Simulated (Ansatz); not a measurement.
## A series of single points on Au

System: Au (P6/mmm, 3 atoms in the cell).
Method: DFT, revPBE, plane waves (420 eV) with PAW, scalar-relativistic, no spin polarisation (Ansatz 0.2.0).

The 6 runs differ only in the geometry, by an even scaling of the cell at fixed fractional positions.

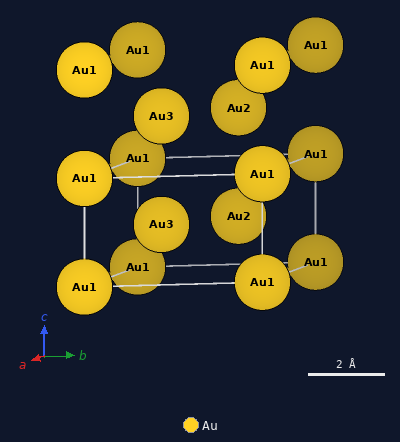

Figure 1. The structure of run 4 (spheres-only view of the cell of the calculation, repeated 1 × 1 × 2, seen slightly off an axis; atoms are numbered from 1 in the order of the input).

### Input of run 4
```yaml
crystal:
  lattice:
    - [4.8349627237, 0.0, 0.0]
    - [-2.4174813619, 4.187200545, 0.0]
    - [0.0, 0.0, 2.8898998192]
  atoms:
    - { symbol: Au, position: [1.0, 0.0, 0.0] }
    - { symbol: Au, position: [0.3333333333, 0.6666666667, 0.5] }
    - { symbol: Au, position: [0.6666666667, 0.3333333333, 0.5] }
hamiltonian:
  xc: revpbe
  pseudopotentials:
    kind: paw
    azcp:
      Au: "pseudopotentials/Au.paw.azcp"
basis:
  ecutwfc: 420
  fft_grid_basis: typed
kpoints:
  mp_grid: { grid: [9, 9, 12], shift: [0, 0, 0] }
magnetization:
  spin_polarized: false
scf:
  occupations: { method: fermi_dirac, width: 0.1 }
  lower_state_search: "off"
output:
  stress: true
```

Lattice vectors (Å) and fractional positions of run 4:
```
   4.834963    0.000000    0.000000
  -2.417481    4.187201    0.000000
   0.000000    0.000000    2.889900
Au  1.000000  0.000000  0.000000
Au  0.333333  0.666667  0.500000
Au  0.666667  0.333333  0.500000
```

Run 2 differs from it as follows:
```diff
-    - [4.8349627237, 0.0, 0.0]
-    - [-2.4174813619, 4.187200545, 0.0]
-    - [0.0, 0.0, 2.8898998192]
+    - [4.6413532782, 0.0, 0.0]
+    - [-2.3206766391, 4.0195298468, 0.0]
+    - [0.0, 0.0, 2.7741777478]
```

### Results, with one run withheld

```tsv
run	volume per atom (Å³)	free energy per atom, from the lowest run given (meV)	pressure (GPa)
1	16.502	122.69	22.16
2	17.252	?	?
3	18.002	0.98	5.36
4	19.502	0.00	−4.24
5	20.252	27.44	−7.33
6	21.002	67.39	−9.62
```

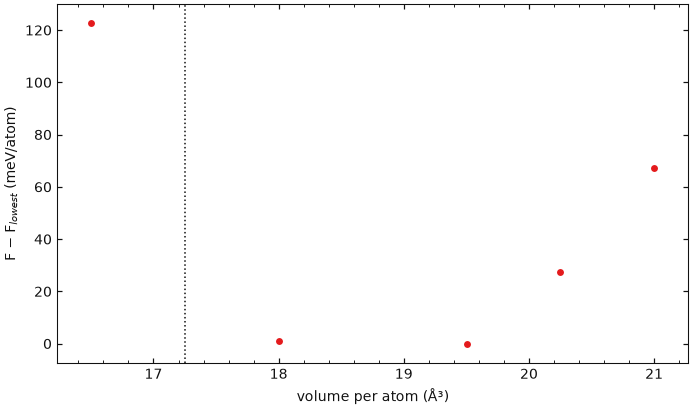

Figure 2. Free energy per atom of the runs given; the dotted line marks run 2.

What should run 2 give?

A cubic polynomial in V^(−2/3) (the Birch–Murnaghan form), fitted to the 5 runs given, misses them by at most 0.01 meV per atom. With x = V^(−2/3) − 0.14077 Å⁻², it reads F = −9.9138 − 1548.8 x + 7.6377e+05 x² + 5.7299e+06 x³ (meV per atom). At run 2 it gives 42.26 meV per atom, and the run itself gives 42.30. The slope of the fit gives a pressure −dF/dV of 12.61 GPa there, and the run prints 12.62 GPa. The fit has its minimum at 18.733 Å³ per atom, where V d²F/dV² gives 119 GPa. Cell shape and fractional positions are held, so this is the stiffness under even scaling; the relaxed bulk modulus wasn't computed.

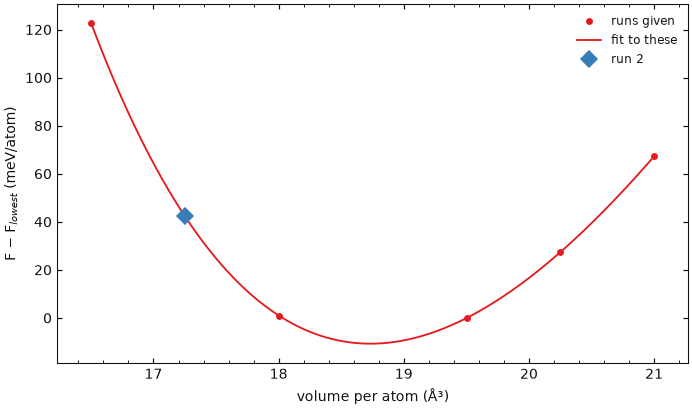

Figure 3. The fit and the withheld run.

### Output, shortened to warnings, some set-up lines, iterations and results (run 2)
```
Basis set: ecut = 420 eV, 999 PW (Γ)
Symmetry: 24 space group operations
k-points: 84 of 972
Initial density: superposition of atomic densities (neutral atoms: chi_scale 0, normalization atom), corrected by the library's trained network
[...]
SCF iter   1: F=—  HF=-39477.894294 eV  |F-HF|=—  |Δ(HF+E_count)|=         —  Δρ=3.57e-3  dr2=5.20e-3  ethr=1.77e-3  ⟨swp⟩=5.4  Hψ=9176  notcnv=0
SCF iter   2: F=—  HF=-39477.896030 eV  |F-HF|=—  |Δ(HF+E_count)|=   1.74e-3  Δρ=1.73e-3  dr2=9.99e-4  ethr=9.12e-6  ⟨swp⟩=2.2  Hψ=4703  notcnv=0
SCF iter   3: F=—  HF=-39477.896289 eV  |F-HF|=—  |Δ(HF+E_count)|=   2.59e-4  Δρ=4.40e-4  dr2=4.73e-5  ethr=1.75e-6  ⟨swp⟩=2.0  Hψ=4041  notcnv=0
SCF iter   4: F=—  HF=-39477.896324 eV  |F-HF|=—  |Δ(HF+E_count)|=   3.47e-5  Δρ=7.77e-5  dr2=2.17e-6  ethr=8.30e-8  ⟨swp⟩=2.0  Hψ=5003  notcnv=0
SCF iter   5: F=—  HF=-39477.896324 eV  |F-HF|=—  |Δ(HF+E_count)|=   9.04e-9  Δρ=1.99e-5  dr2=2.20e-7  ethr=3.81e-9  ⟨swp⟩=2.2  Hψ=4387  notcnv=0
SCF iter   6: F=-39477.896324 eV  HF=-39477.896324 eV  |F-HF|=1.22e-8  |Δ(HF+E_count)|=   1.33e-8  Δρ=8.36e-6  dr2=3.06e-8  ethr=1.75e-10  ⟨swp⟩=4.1  Hψ=9265  notcnv=0
SCF 1 converged in 6 iterations: F = -39477.896324 eV  dr2 = 3.06e-8
SCF converged after 6 iterations
Free energy (F): -39477.896324 eV
Harris-Foulkes:  -39477.896324 eV  (|F-HF|=1.22e-8)
Internal energy: -39477.869185 eV  (E = F + TS)
E sigma→0 (E₀):  -39477.882754 eV
Entropy (-TS):   -0.027139 eV (-9.046 meV/atom)
Fermi energy:    20.409705 eV
--- Per-component energies (eV) ---
  E_band       = -633.111079
  E_kinetic    = 1816.640571
  E_local      = -5193.930636  (includes V_loc(G=0)·N_el)
  E_nonlocal   = 221.294639
  E_hartree    = 2216.497385
  E_xc         = -685.336503
  E_vxc        = -826.617212  (∫ρ·V_xc dr)
  E_paw        = -29150.405712  (= ΣΔE_a)
  E_vpaw       = -1083.484305  (= ΣTr[D̂ρ^β])
  E_aug_tail   = 0.004234  (compensation charges beyond the density's cutoff)
  E_ewald      = -8702.530636
  E_core_change = -0.102527  (= ΣΔE_core)
  E_smearing   = -0.027139  (= −TS)
  E_closure    = 0.000000  (closes the sum)
  Σ components = -39477.896324   (vs F -39477.896324, Δ=0.00e0)
--- Stress (GPa, compression-positive) ---
       13.402090       0.000000       0.000000
       -0.000000      13.402090       0.000000
        0.000000       0.000000      11.050785
  P = ⅓ Tr σ = 12.6183 GPa (126.183 kbar)
```

Notes: Spin–orbit coupling is left out, which matters for Au.
